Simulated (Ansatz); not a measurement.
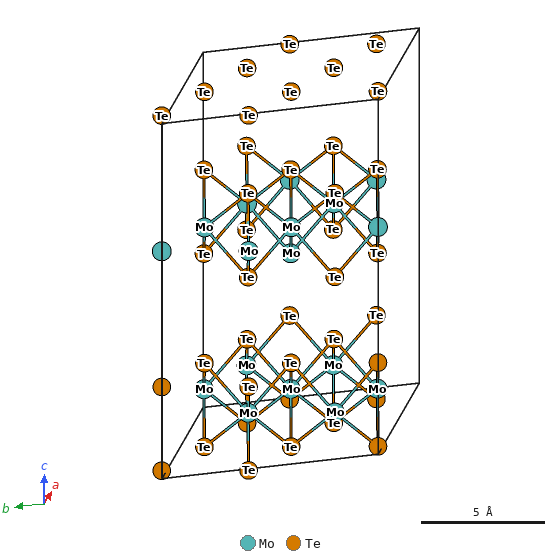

Structure drawing (ball-and-stick), viewed from a general direction. The lines enclose the supercell; boundary atoms appear with their images. The host is Te2Mo, in a cell of 42 sites, and the cell is neutral.

Spot the defect.

Answer. Molybdenum on a tellurium site (an antisite). It is bonded to three Mo in a trigonal pyramidal arrangement at about 2.7 Å.

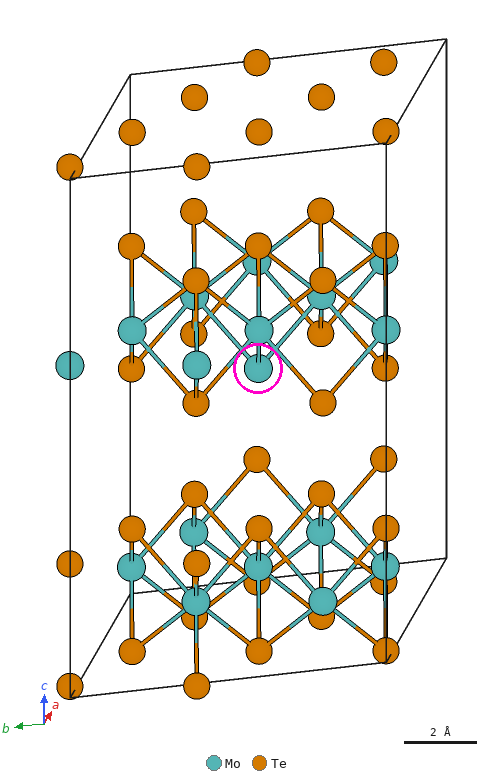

The same cell with a ring at the defect's site.

Provenance: a structure listed in the Materials Project, repeated into a supercell with a point defect put in. Earlier steps of the study, as a rule a relaxation of our own, may have changed the cell and positions, so they can lie some per cent off the listed ones. It was set up as input for a calculation with Ansatz.
